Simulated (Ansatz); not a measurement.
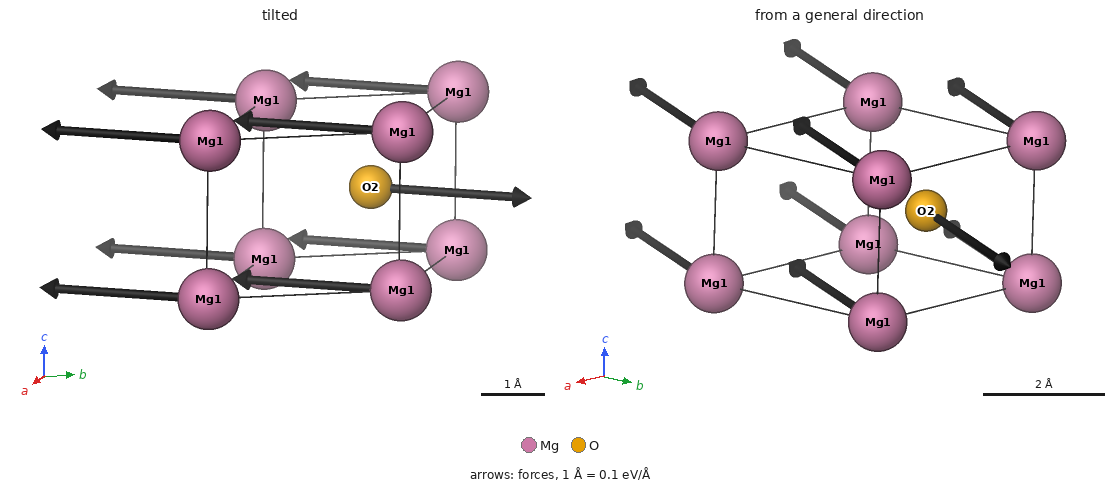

This spheres-only model is shown slightly off an axis and from a general direction. The frame is the simulation cell; atoms at its boundary are shown with their periodic copies. The arrows are the computed forces on the atoms.

System: MgO. Theory: DFT PBE, scalar-relativistic, plane waves, PAW in Ansatz. Numerical settings: a kinetic-energy cutoff of 420 eV, k-point mesh 12×12×10, Gaussian smearing of 0.02 eV, no spin polarisation.

Question: Has this structure been optimised to equilibrium?

Answer: No. The atoms still feel forces of up to about 0.24 eV/Å, far above a usual threshold of 0.01 to 0.03 eV/Å.

Question: On which atom is the force largest?

Answer: Mg1 and O2, about 0.24 eV/Å.

Starting structure: a structure listed in the Materials Project. The cell was then strained or its atoms displaced on purpose. Ansatz was used for an electronic-structure calculation on it.
